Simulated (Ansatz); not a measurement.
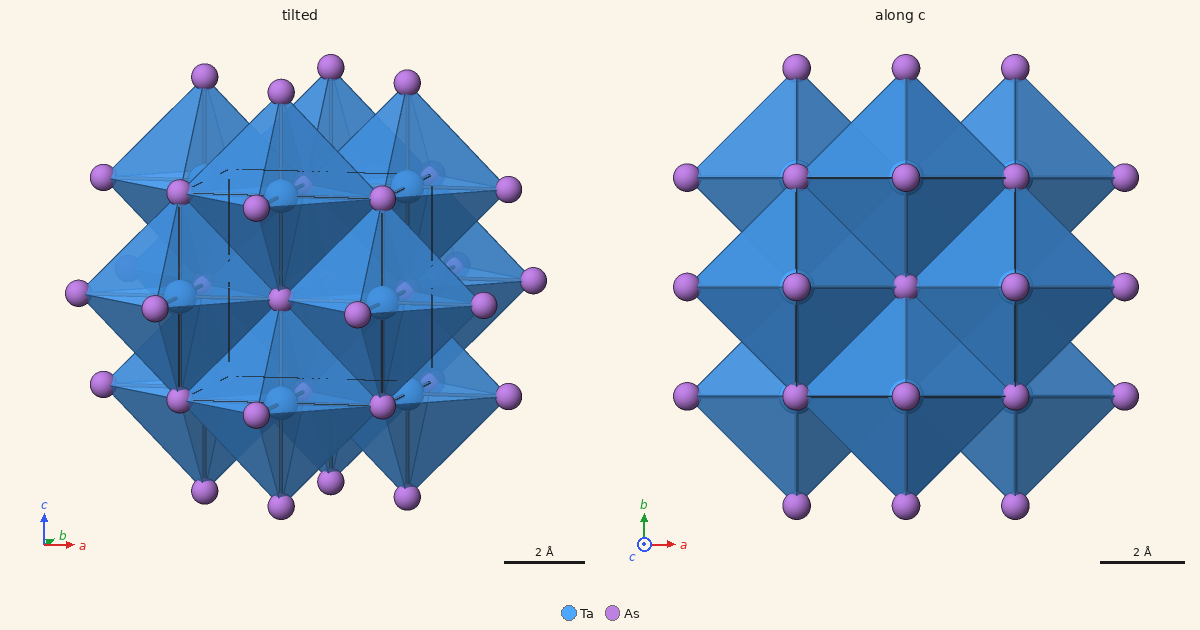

Crystal structure, polyhedral style, seen slightly off an axis and along the c axis. The edges of the conventional unit cell are marked. A few atoms beyond the faces are included. Cell: a = 5.24 Å, b = 5.24 Å, c = 5.24 Å, α = 90.00°, β = 90.00°, γ = 90.00°.

The cell started as a structure type filled with these elements by a generator (whether the compound takes this form wasn't checked). Earlier steps of the study, as a rule a relaxation of our own, may have changed the cell and positions, so they can lie some per cent off the listed ones. It was run through Ansatz as a DFT input.

### Notes on the structure:

Composition: TaAs. The symmetry is that of Fm-3m (No. 225), on a face-centred cubic lattice. It belongs to the family called rock salt (NaCl type). With Z = 4, the cell contains 4 Ta, 4 As. The polyhedra are TaAs6 octahedra; they share corners and edges. Ta bonds to six As in an octahedral arrangement at about 2.6 Å. Each As atom has six Ta in an octahedral arrangement at about 2.6 Å around it. Not all metal-metal contacts are counted.

The calculation used DFT r2SCAN, scalar-relativistic, plane waves, PAW in Ansatz 0.2.0, with plane-wave cutoff 500 eV, k-points about 0.17 Å⁻¹ apart, Gaussian smearing of 0.05 eV, no spin polarisation.

### How large a gap does the method give, if there is one?

A metal: bands cross the Fermi level.

### What charge does Bader's analysis assign to each element?

Ta +1.38 e; As -1.38 e.

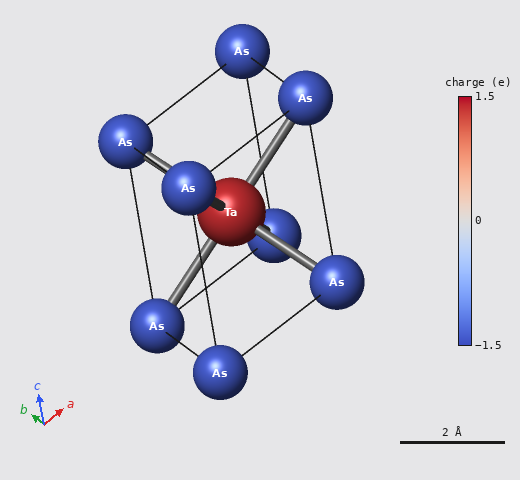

The atoms coloured by those charges. The run's cell of 2 atoms is drawn, so axes and origin can differ from the first picture.

### Do the forces and the stress vanish for this geometry?

Yes. All forces vanish to within 0.01 eV/Å. The pressure is 0.0 GPa, close to zero.
